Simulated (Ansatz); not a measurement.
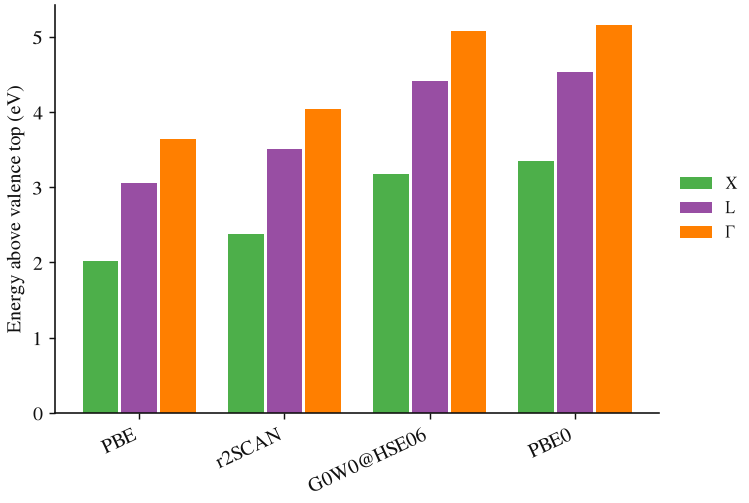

Lowest conduction level at each named k point, counted from the valence-band top at Γ, by several methods on one cell of zincblende BeTe, space group F-43m, 2 atoms in the primitive cell, relaxed with r2SCAN; cubic a = 5.657 Å. All runs are without spin-orbit coupling and carry no moments.

| method | program | X (eV) | L (eV) | Γ (eV) |
| --- | --- | --- | --- | --- |
| PBE | Ansatz | 2.02 | 3.05 | 3.64 |
| r2SCAN | Ansatz | 2.38 | 3.51 | 4.04 |
| G0W0@HSE06 | Ansatz | 3.18 | 4.41 | 5.08 |
| PBE0 | Ansatz | 3.35 | 4.53 | 5.16 |

Question: One method is left out: G0W0@PBE0. Predict its row. It was run as: PBE0, Ansatz PAW set, 6×6×6 k mesh, 420 eV cutoff, fixed occupations (Ansatz 0.2.0), G0W0 with empty bands 248, screening cutoff 180 eV and frequency treatment contour deformation.

Answer: It starts from PBE0, whose row gives 3.35 eV at X. G0W0@PBE0 gives 3.35 eV at X, 4.59 eV at L and 5.27 eV at Γ, which is 0.00 eV from PBE0 at X.

Question: How do the methods rank at X?

Answer: From low to high: PBE 2.02, r2SCAN 2.38, G0W0@HSE06 3.18, PBE0 3.35, G0W0@PBE0 3.35 eV. Too close to rank are PBE0 against G0W0@PBE0.

Question: Do the methods agree on which of these conduction levels is lowest?

Answer: Yes: all put it at X.

Settings. PBE: Ansatz PAW set, 8×8×8 k mesh, 420 eV cutoff, Fermi-Dirac smearing of 0.02 eV (Ansatz). r2SCAN: Ansatz PAW set, 8×8×8 k mesh, 500 eV cutoff, fixed occupations (Ansatz). G0W0@HSE06: HSE06, Ansatz PAW set, 6×6×6 k mesh, 420 eV cutoff, fixed occupations (Ansatz), G0W0 with empty bands 248, screening cutoff 180 eV and frequency treatment contour deformation. PBE0: Ansatz PAW set, 6×6×6 k mesh, 420 eV cutoff, fixed occupations (Ansatz 0.2.0).

These are five of the 12 methods that were run on this cell. Spin-orbit coupling is left out, which matters for Te. r2SCAN, G0W0@HSE06, PBE0 and G0W0@PBE0: the PAW data sets were made with another functional. LDA, GGA and most meta-GGA functionals understate gaps. G0W0@HSE06: the k mesh is thin for GW. The GW values are at finite bands, cutoffs and mesh, short of the basis limit.
